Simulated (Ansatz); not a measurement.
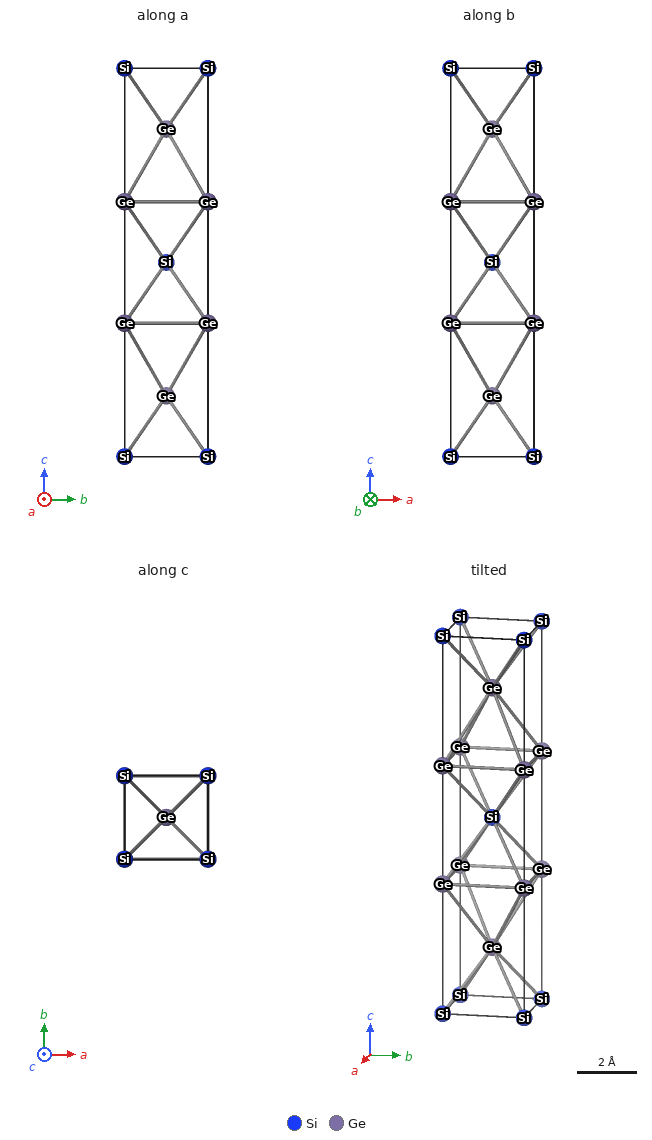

Ball-and-stick representation of a periodic structure, projected along the a axis, along the b axis, along the c axis and slightly off an axis. One conventional unit cell is framed, with atoms on its boundary repeated.

Lattice parameters: a = 2.859 Å, b = 2.859 Å, c = 13.314 Å, α = 90.00°, β = 90.00°, γ = 90.00°.

Q: Express the structure as a table of Wyckoff sites, with free fractional coordinates to two decimals.

A: Space group I4/mmm (No. 139).
| atom | site | x | y | z |
| --- | --- | --- | --- | --- |
| Si | 2a | 0.00 | 0.00 | 0.00 |
| Ge | 4e | 0.50 | 0.50 | 0.16 |

Its origin is a structure type filled with these elements by a generator (whether the compound takes this form wasn't checked). It is drawn as it came out of a relaxation with Ansatz, DFT PBE, scalar-relativistic, plane waves, PAW.
